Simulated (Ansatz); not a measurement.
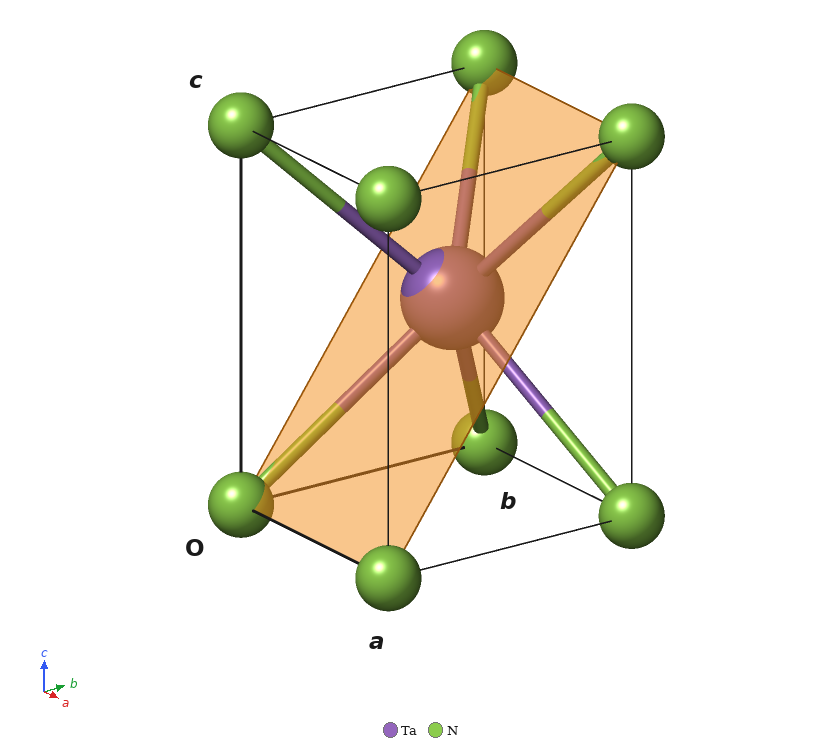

Every member of one family of equally spaced planes, hx + ky + lz = a whole number, that cuts the unit cell is shaded (one member passes through the origin O). Crystal: TaN, a calculation's input that goes back to an entry of the Crystallography Open Database (an earlier step may have relaxed or displaced it). Symmetry computed with spglib at a tolerance of 0.002 Å; standard conventional cell.

a = 2.938 Å, b = 2.938 Å, c = 2.883 Å, α = 90.00°, β = 90.00°, γ = 120.00°.

Question: Index the planes.

Answer: (0 1 −1), in four indices (0 1 −1 −1); the opposite sign names the same planes. The member next to the origin meets the axes a never, b at 1, c at −1.

Question: What is the spacing?

Answer: d = 1.908 Å.

Question: Which atoms of the cell lie in these planes (within 0.03 Å)?

Answer: The N atom.

Question: The space group is No. 187, P-6m2. How many reflections hkl are equivalent to this one (itself included), and does it occur?

Answer: 12 reflections are equivalent in the Laue class 6/mmm. The space group allows the reflection.
